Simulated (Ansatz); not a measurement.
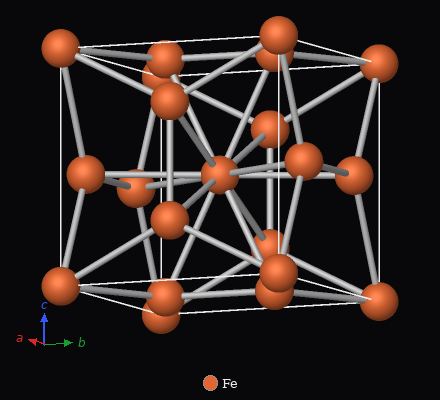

Fe (Pm-3n, No. 223): the end point of a relaxation with DFT, revPBE, plane waves (420 eV) with PAW, scalar-relativistic in Ansatz; the starting structure was generated, so it need not be a known form of this composition.

Space group Pm-3n (No. 223). a = 4.586 Å, b = 4.586 Å, c = 4.586 Å, α = 90.00°, β = 90.00°, γ = 90.00°
```json
{"atom": "Fe", "site": "2a", "symmetry": "m-3.", "x": "0.0000", "y": "0.0000", "z": "0.0000"}
{"atom": "Fe", "site": "6c", "symmetry": "-4m.2", "x": "0.2500", "y": "0.0000", "z": "0.5000"}
```

Q: What will a Z-contrast image along [211] show? The image is simulated as a sum over atoms of Z^1.7, blurred by a 0.50 Å probe (no channelling). The display is stretched by a gamma of 0.65; percentages refer to the linear signal. Shot noise was added.

A: The columns repeat on a rectangular net of 2.65 × 3.24 Å (plane group p2mg). The brightest columns hold 2 Fe per repeat; in falling brightness follow 1 Fe (about 50 %). Brightness is counted from the darkest point of the image. The closest visible columns (Fe and Fe) are 0.81 Å apart in projection. Along the beam the structure repeats every 11.23 Å.

```csv
column,atoms along the beam per repeat,peak brightness
Fe,2 Fe,100 %
Fe,1 Fe,50 %
```

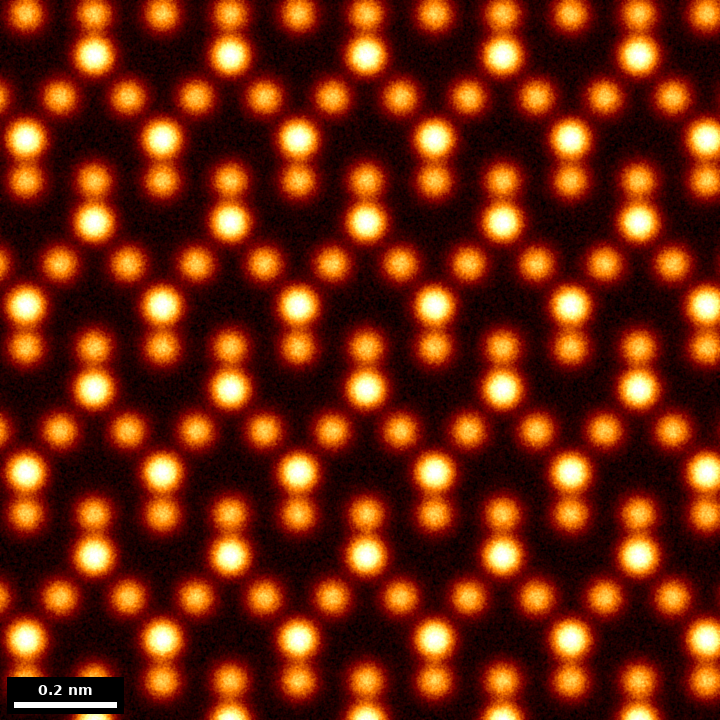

The simulated image.
